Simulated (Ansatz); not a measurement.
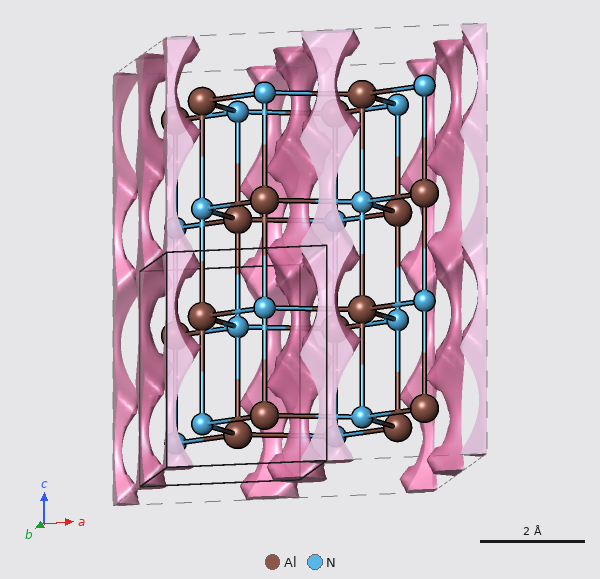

The pink surface encloses the points that the centre of a probe sphere of radius 0.55 Å can occupy in AlN (P6_3/mmc, No. 194), computed on a grid of about 0.14 Å (2×2×2 cells shown, view from a free direction; pale faces close the region where the box cuts it).

Hard-sphere model; covalent radii (Cordero): Al 1.21 Å, N 0.71 Å.

Source of the atomic positions: the input geometry of an electronic-structure calculation (not necessarily at equilibrium).

```yaml
crystal:
  lattice:
    - [3.31212, 0.00000, 0.00000]
    - [-1.65606, 2.86838, 0.00000]
    - [0.00000, 0.00000, 4.18756]
  atoms:
    - { symbol: Al, position: [0.33333, 0.66667, 0.75000] }
    - { symbol: Al, position: [0.66667, 0.33333, 0.25000] }
    - { symbol: N, position: [0.33333, 0.66667, 0.25000] }
    - { symbol: N, position: [0.66667, 0.33333, 0.75000] }
```

**Describe the connectivity of the accessible space.**

Where they connect, they form one-dimensional channels along [001].

**What share of the cell can the probe's centre reach?**

About 4.6 % of the volume (1.8 Å³ of 39.8 Å³).

**Give the largest included and the largest free sphere.**

The largest sphere that fits anywhere has a diameter of 1.94 Å; the largest that can travel through the crystal, about 1.4 Å.

**How does the connectivity change as the probe shrinks?**

Below a radius of about 0.70 Å the space forms one-dimensional channels along [001]. Below a radius of about 0.27 Å the space forms a three-dimensional network. These are grid estimates, good to about 0.05 Å.
